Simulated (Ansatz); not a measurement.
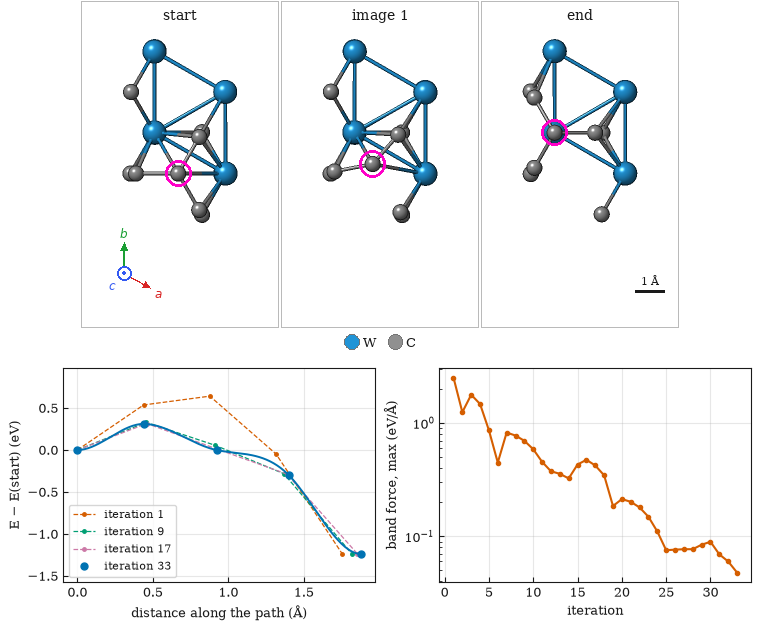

A nudged-elastic-band calculation for C on WC(001) (25 atoms in the cell). Images are numbered from 0 (start) to 4 (end). The plot follows the band through its iterations. The picture is a ball-and-stick view of the simulation cell, with the vacuum cut short (origin moved), seen along the c axis. The moving atom is ringed, with any periodic copies. Bonds to atoms that aren't drawn are left out.

Computed with Ansatz 0.2.0, DFT PBE, scalar-relativistic, plane waves, PAW. Settings: plane-wave cutoff 420 eV; k-point mesh 3 × 3 × 1; Gaussian smearing 0.15 eV; 8 atoms held fixed; 3 movable images; climbing image; force threshold 0.05 eV/Å; iteration limit 50; spring constant 50.0 eV/Å²; optimiser FIRE.

**How did the profile develop, and is the result final?**

The run is converged, with reservations. The band converged in 33 iterations. The largest component of the band force went from 2.5 to 0.048 eV/Å. The climbing image converged on the top of the path. Its curvatures weren't checked. The spring constant is far from the usual few eV/Å², which spoils the spacing or the steps. The first iteration put the highest image at 0.64 eV. The energy climbs by 0.31 eV to image 1 and then falls by 1.55 eV, so the end point sits at −1.24 eV.

Limits of the set-up: the periodic images lie only 5.7 Å apart, so the values are limited by the cell's size.

Cost: 17 min on 4 threads of AMD EPYC 7R32 (Zen 2) (shared host), peak memory 2.8 GiB.

PAW datasets: the set soft_1.
